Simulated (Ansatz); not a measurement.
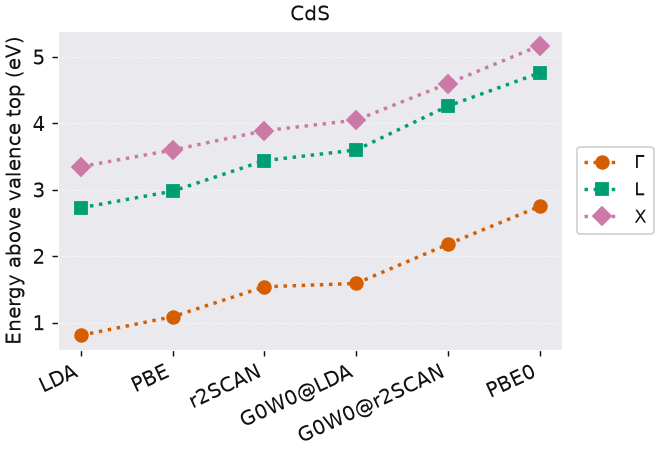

Lowest conduction level at each named k point, counted from the valence-band top at Γ, by several methods on one cell of zincblende CdS, space group F-43m (No. 216), 2 atoms in the primitive cell, relaxed with r2SCAN; cubic a = 5.878 Å. All runs are without spin-orbit coupling and carry no moments.

Question: Does G0W0@LDA shift these levels rigidly from LDA?

Answer: The shifts are +0.78 eV at Γ, +0.87 eV at L and +0.70 eV at X, and at points that aren't plotted +0.81 eV (W): over the named points that both runs hold, a spread of 0.17 eV on a mean of 0.79 eV, so one shift describes them only roughly.

Question: How do the methods rank at Γ?

Answer: From low to high: LDA 0.81, PBE 1.09, r2SCAN 1.54, G0W0@LDA 1.59, G0W0@r2SCAN 2.18, PBE0 2.75 eV. Too close to rank are r2SCAN against G0W0@LDA (different meshes and cutoffs).

Question: Do the methods agree on which of these conduction levels is lowest?

Answer: Yes: all put it at Γ.

```csv
method,program,Γ (eV),L (eV),X (eV)
LDA,Ansatz,0.81,2.73,3.35
PBE,Ansatz,1.09,2.98,3.60
r2SCAN,Ansatz,1.54,3.44,3.89
G0W0@LDA,Ansatz,1.59,3.60,4.05
G0W0@r2SCAN,Ansatz,2.18,4.26,4.60
PBE0,Ansatz,2.75,4.76,5.17
```

Settings. LDA: Ansatz PAW set, 8×8×8 k mesh, 420 eV cutoff, fixed occupations (Ansatz 0.2.0). PBE: Ansatz PAW set, 8×8×8 k mesh, 420 eV cutoff, Fermi-Dirac smearing of 0.02 eV (Ansatz 0.2.0). r2SCAN: Ansatz PAW set, 8×8×8 k mesh, 500 eV cutoff, fixed occupations (Ansatz). G0W0@LDA: LDA, Ansatz PAW set, 4×4×4 k mesh, 420 eV cutoff, fixed occupations (Ansatz 0.2.0), G0W0 with empty bands 191, screening cutoff 140 eV and frequency treatment contour deformation. G0W0@r2SCAN: r2SCAN, Ansatz PAW set, 6×6×6 k mesh, 500 eV cutoff, fixed occupations (Ansatz), G0W0 with empty bands 278, screening cutoff 180 eV and frequency treatment contour deformation. PBE0: Ansatz PAW set, 6×6×6 k mesh, 420 eV cutoff, fixed occupations (Ansatz 0.2.0).

These are six of the 13 methods that were run on this cell. The usual form of CdS is wurtzite, though both occur. LDA, r2SCAN, G0W0@LDA, G0W0@r2SCAN and PBE0: the PAW data sets were made with another functional. LDA, GGA and most meta-GGA functionals understate gaps. G0W0@LDA and G0W0@r2SCAN: the filled d shell of Cd makes such GW gaps lie low. G0W0@LDA: the k mesh is coarse, so the values aren't converged. G0W0@LDA: the GW screening of so narrow a gap isn't settled on this k mesh. G0W0@r2SCAN: the k mesh is thin for GW. PBE0: the k mesh is thin for exact exchange. The GW runs differ in bands or cutoffs. The GW values are at finite bands, cutoffs and mesh, short of the basis limit.
